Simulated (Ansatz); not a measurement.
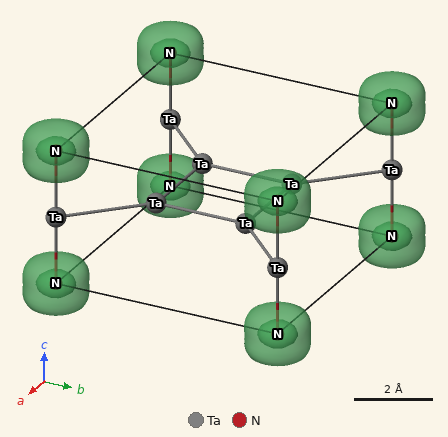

The picture shows: Ta5N. Isosurface of the ELF at 0.7 (green), seen at an oblique angle. Core shells and regions of very low density are left out. Sticks mark near contacts.

Space group P4/mmm; a structure generated by program, which may or may not match a known phase.

All numbers below come from DFT PBE, scalar-relativistic, plane waves, PAW (Ansatz 0.2.0).

```cif
data_structure
_symmetry_space_group_name_H-M 'P 1'
_symmetry_Int_Tables_number 1
_cell_length_a 6.4013
_cell_length_b 6.4013
_cell_length_c 3.7940
_cell_angle_alpha 90.000
_cell_angle_beta 90.000
_cell_angle_gamma 90.000
_cell_volume 155.46
loop_
_atom_site_label
_atom_site_type_symbol
_atom_site_fract_x
_atom_site_fract_y
_atom_site_fract_z
_atom_site_occupancy
Ta1 Ta 0.29800 0.29800 0.50000 1
Ta2 Ta 0.70200 0.70200 0.50000 1
Ta3 Ta 0.70200 0.29800 0.50000 1
Ta4 Ta 0.29800 0.70200 0.50000 1
Ta5 Ta 0.00000 0.00000 0.50000 1
N1 N 0.00000 0.00000 0.00000 1
```

Where are the electrons localised?

The ELF exceeds this value in one region wrapped around N (its valence shell), counted in one cell of 6 atoms. Regions shared between cells count once.

Values along the shortest contacts:
Ta–N (1.90 Å): the ELF peaks at about 0.90 in the valence shell of N, 0.5 Å from its nucleus, and drops to about 0.30 between the two atoms (no shared electron pair shows on this line). Ta–Ta (2.59 Å): the ELF is about 0.45 at the midpoint.

Metal or insulator at this level of theory?

It is metallic or semimetallic at this level of theory: no gap opens; semilocal functionals without U, or without the true magnetic order, often close the gap of such compounds.
